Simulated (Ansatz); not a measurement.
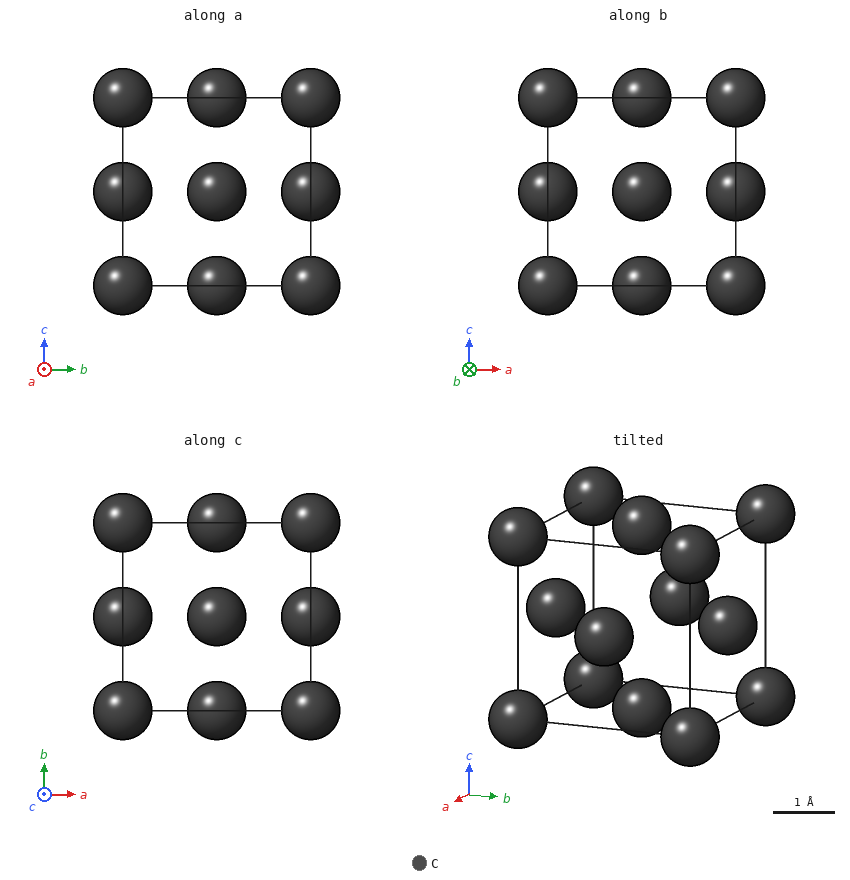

We look at a spheres-only model of the crystal along the a axis, along the b axis, along the c axis and slightly off an axis. The lines enclose the conventional unit cell; boundary atoms appear with their images.

Lattice parameters: a = 3.096 Å, b = 3.096 Å, c = 3.096 Å, α = 90.00°, β = 90.00°, γ = 90.00°. Put a along x and b in the xy plane.

**Convert the drawing into a POSCAR file.**

```
C
1.0
     3.096    0.000    0.000
     0.000    3.096    0.000
     0.000    0.000    3.096
C
4
Direct
  0.0000 0.0000 0.0000
  0.0000 0.5000 0.5000
  0.5000 0.0000 0.5000
  0.5000 0.5000 0.0000
```

The cell started as a structure type filled with this element by a generator (whether the element takes this form wasn't checked). Earlier steps of the study may have refined or changed the cell and positions. Ansatz was used for an electronic-structure calculation on it.
